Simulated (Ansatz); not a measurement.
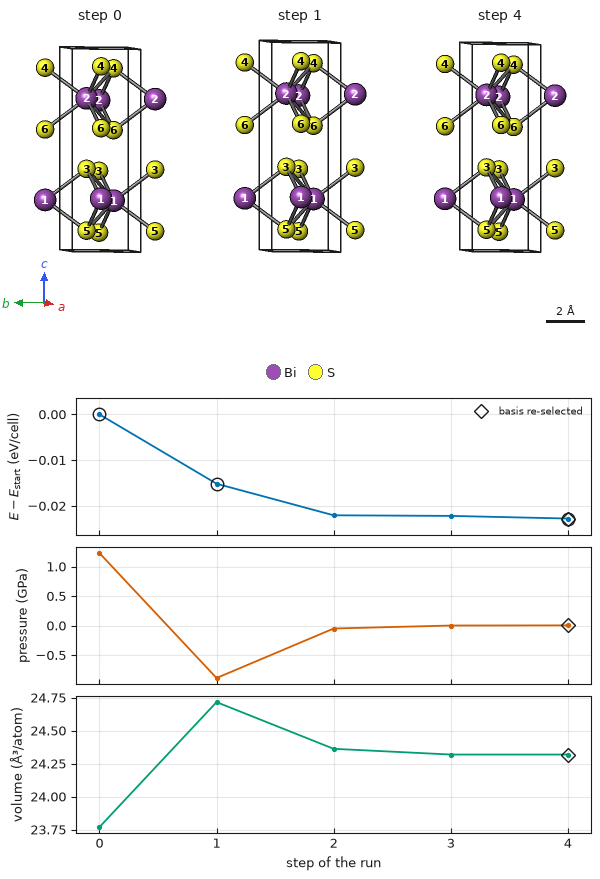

Frames of a relaxation of a crystal of BiS$_{2}$ (built on the MoS2-164 type type), marked on the history of the run. The picture is a ball-and-stick view of the cell of the calculation, seen from a free direction.

The calculation used DFT, r2SCAN+rVV10, plane waves, PAW (Ansatz 0.2.0). Settings: plane-wave cutoff 500 eV; k-point mesh 12 × 12 × 2; occupations fermi dirac; smearing width 0.03 eV; no spin polarisation; cell and atoms relaxed; force threshold 0.01 eV/Å; at most 120 steps.

### Describe the path.

Over 3 accepted moves (4 points after the start) the energy falls by 22.8 meV per cell of the calculation. The largest force component goes from 0.047 to 0.0017 eV/Å. Pressure: 1.23 GPa at the start and 0.00 GPa at the end. At 1 point the geometry stayed and the basis and grid were re-selected for the new cell (energy shift of 0.6 meV per cell of the calculation at most each time). The largest moves relative to the cell, 0.024 Å, are those of S3, S4, S5 and S6. S5 goes along +c. Bi stays in place. The volume changes by +2.3 %, with a = b 3.898 → 3.899 Å (0.0 %), c 10.836 → 11.081 Å (+2.3 %). Some distances before and after: Bi1–S3 2.792 → 2.800 Å. The space group stays P6_3/mmc (No. 194). From step 0 to 1: S atoms move most (0.03 Å), volume +4.0 %, energy −15.1 meV per cell of the calculation. From step 1 to 4: volume −1.6 %, energy −7.6 meV per cell of the calculation.

| step | E − E(0), meV/atom | largest force component, eV/Å | pressure, GPa | volume, Å³/atom | note |
| --- | --- | --- | --- | --- | --- |
| 0 | 0.00 | 0.0465 | 1.23 | 23.770 |  |
| 1 | -2.52 | 0.0417 | -0.89 | 24.717 |  |
| 2 | -3.67 | 0.0091 | -0.05 | 24.363 |  |
| 3 | -3.70 | 0.0017 | 0.00 | 24.319 |  |
| 4 | -3.79 | 0.0017 | 0.00 | 24.319 | same geometry, new basis |
